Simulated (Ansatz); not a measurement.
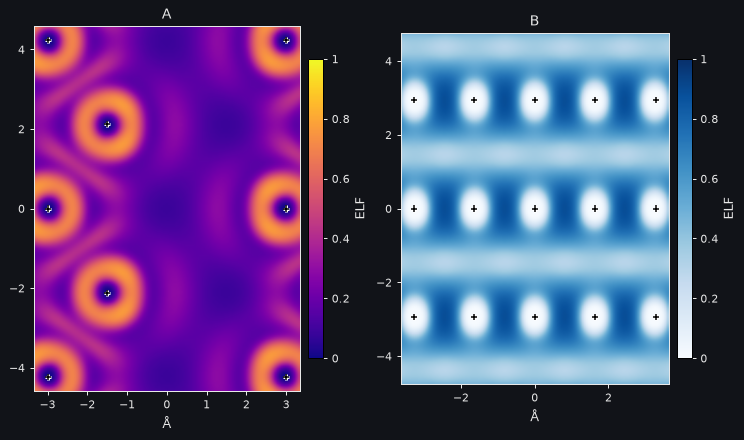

The ELF of 2 systems, each on a plane through atoms (crosses mark nuclei in the plane).

Method: DFT, RPBE, plane waves (420 eV) with PAW, scalar-relativistic (Ansatz 0.2.0).

System 1: Ta, the (101) plane of the conventional cell. Space group Fd-3m; set up as Ta, diamond; a generated structure, not necessarily the stable one; changed on purpose from its base cell (volume × 0.92); computed pressure about 6 GPa in this cell.

```
Ta
1.0
     5.99300    0.00000    0.00000
     0.00000    5.99300    0.00000
     0.00000    0.00000    5.99300
Ta
8
Direct
  0.75000 0.25000 0.25000
  0.25000 0.75000 0.25000
  0.25000 0.25000 0.75000
  0.75000 0.75000 0.75000
  0.50000 0.00000 0.00000
  0.00000 0.50000 0.00000
  0.00000 0.00000 0.50000
  0.50000 0.50000 0.50000
```

System 2: B, the (010) plane of the conventional cell. Space group Cmcm; set up as B, beta-Sn type; a generated structure, not necessarily the stable one; changed on purpose from its base cell (volume × 1.04); computed pressure about −4 GPa in this cell.

Which map belongs to which system?

Panel A is system 1, Ta: the plane holds Ta. Ta–Ta (2.60 Å): the ELF is about 0.40 at the midpoint. Panel B is system 2, B: the plane holds B. B–B (1.64 Å): the ELF peaks at about 0.90 between the atoms.
